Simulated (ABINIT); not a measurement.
**AlN (F-43m): how ε∞ follows the gap**

The empty bands of AlN (F-43m) are shifted up rigidly by Δ, and ε∞ is computed for each shift.

Symmetry: F-43m, No. 216, cubic system. The conventional cell has a = 4.368 Å, b = 4.368 Å, c = 4.368 Å, α = 90.00°, β = 90.00°, γ = 90.00°. Al on site a has 4 N at 1.89 Å as nearest neighbours. N on site d has 4 Al at 1.89 Å as nearest neighbours.

Method: ABINIT 10.8.3, LDA, independent particles, k-mesh 13×13×13, Lorentzian half width 0.04 eV.

Launch of the response step: `optic optic.abi`. The series took 28 s in all, its band step included, on 4 threads of Intel(R) Xeon(R) Processor @ 2.70GHz, with other jobs on the host.

| Δ (eV) | ε∞ |
| --- | --- |
| 0.00 | 4.702 |
| 0.40 | 4.536 |
| 0.80 | 4.385 |
| 1.20 | 4.248 |
| 1.60 | 4.122 |
| 2.00 | ? |

With one effective transition at E₀ and fixed dipole strength, ε∞ − 1 = A/(E₀ + Δ), so 1/(ε∞ − 1) is linear in Δ.

Working, on the rows shown:

| x = Δ (eV) | y = 1/(ε∞ − 1) |
| --- | --- |
| 0 | 0.270124 |
| 0.4 | 0.282805 |
| 0.8 | 0.295421 |
| 1.2 | 0.307882 |
| 1.6 | 0.320307 |

Means: x̄ = 0.8, ȳ = 0.29531. Σ(x − x̄)(y − ȳ) = 0.05018, Σ(x − x̄)² = 1.6. Slope = 0.05018 / 1.6 = 0.03136; intercept = ȳ − slope · x̄ = 0.27022. Turned back into ε∞, the line misses the rows shown by at most 0.0013.

Problem. Fill in the last column of the withheld row.

Solution. At x = 2 the line gives y = 0.33294, that is 4.004. The run gave 4.006, so the extrapolation is off by 0.0025, 0.4 % of the range in the table.

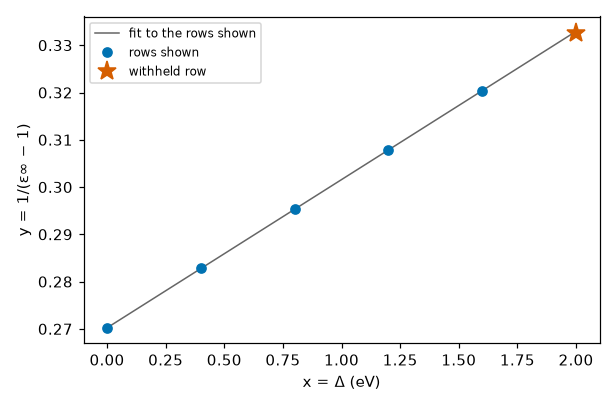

Refitted with all rows, the slope is 0.03126 and the intercept 0.27027. These give E₀ = intercept/slope = 8.6 eV, far above the least direct gap of 4.24 eV: most of the screening comes from transitions well over the edge. Over the first step ε∞ falls by 9 % per eV. Excitons are left out and so are local fields; LDA gaps are as a rule too small. The values come from a sum over the points of one k-mesh and carry its error, which grows as the direct gap shrinks.
